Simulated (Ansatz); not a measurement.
**Ba15TiO16 (cell with a defect): density, localisation and related maps**

```
CELL_PARAMETERS angstrom
-5.57400 5.57400 5.57400
5.57400 -5.57400 5.57400
5.57400 5.57400 -5.57400
ATOMIC_POSITIONS crystal
Ti 0.50000 0.00000 0.50000
Ba 0.50000 0.24441 0.25559
Ba 0.50000 0.50000 0.00000
Ba 0.74441 0.75559 0.50000
Ba 0.50000 0.75559 0.74441
Ba 0.74441 0.00000 0.25559
Ba 0.74441 0.24441 0.98882
Ba 0.00000 0.50000 0.50000
Ba 0.74441 0.48882 0.74441
Ba 0.01118 0.75559 0.25559
Ba 0.00000 0.00000 0.00000
Ba 0.25559 0.24441 0.50000
Ba 0.98882 0.24441 0.74441
Ba 0.25559 0.51118 0.25559
Ba 0.25559 0.75559 0.01118
Ba 0.25559 0.00000 0.74441
O 0.50000 0.80891 0.30891
O 0.50000 0.00000 0.00000
O 0.50000 0.19109 0.69109
O 0.75000 0.50000 0.25000
O 0.50000 0.50000 0.50000
O 0.75000 0.75000 0.00000
O 0.69109 0.00000 0.69109
O 0.00000 0.25000 0.25000
O 0.69109 0.19109 0.50000
O 0.00000 0.50000 0.00000
O 0.00000 0.75000 0.75000
O 0.30891 0.00000 0.30891
O 0.00000 0.00000 0.50000
O 0.25000 0.25000 0.00000
O 0.25000 0.50000 0.75000
O 0.30891 0.80891 0.50000
```

Spin-polarised.

Theory: DFT PBE, scalar-relativistic, plane waves, PAW in Ansatz 0.2.0.

In a PAW calculation such maps are meaningful between the atoms, not at the nuclei.

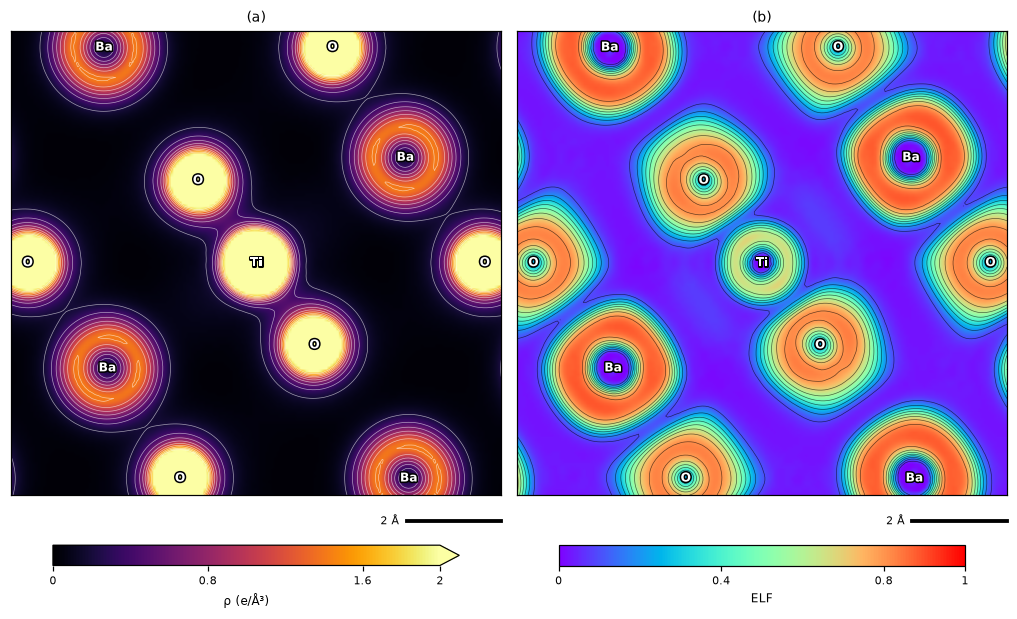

Figure 1. (a) valence charge density (pseudo); (b) electron localisation function on the (011̄) plane of the calculation cell.

Q: Interpret the plot.

A: Atoms in the plane: Ti, Ba and O. Ti–O (2.13 Å): the density is about 0.48 e/Å³ at the midpoint; the ELF peaks at about 0.80 in the valence shell of O, 0.6 Å from its nucleus, and is about 0.20 at the midpoint; no localised pair shows between them. Ba–O (2.79 Å): ρ at the midpoint is about 0.22 e/Å³; the ELF is about 0.15 at the midpoint (no localised pair shows between them). Between the atoms the lowest density in this plane is 0.02 e/Å³. The features right at Ti and Ba lie inside the PAW spheres, where the map follows smoothed inner orbitals and isn't to be read closely.

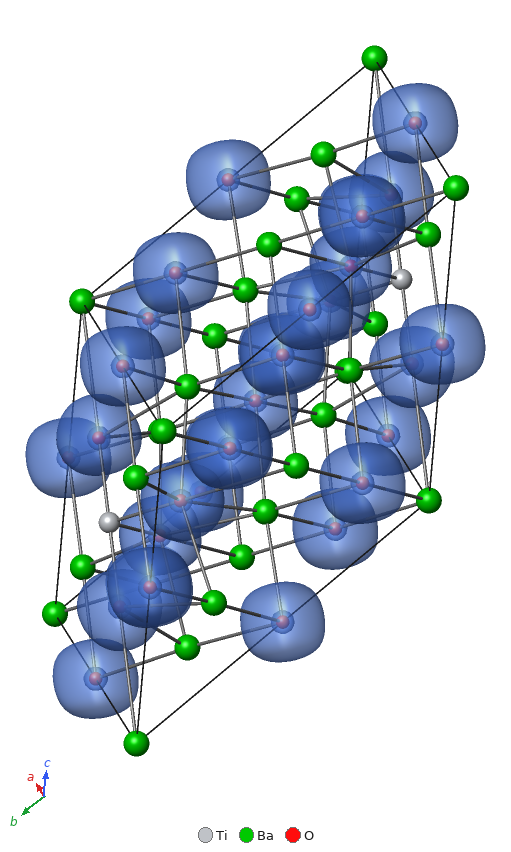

Figure 2. Isosurface of the electron localisation function at 0.6 (blue), seen at an oblique angle. Only the valence region is drawn (cores and ρ < 0.01 e/Å³ removed). Sticks mark near contacts.

Q: Where are the electrons localised?

A: At this value the surface marks out 16 regions wrapped around O (the valence shell of each), counted in one cell of 32 atoms. Any copies at cell faces, edges or corners count once.

Q: Metal or insulator at this level of theory?

A: It is gapless in this calculation (a metal or semimetal).
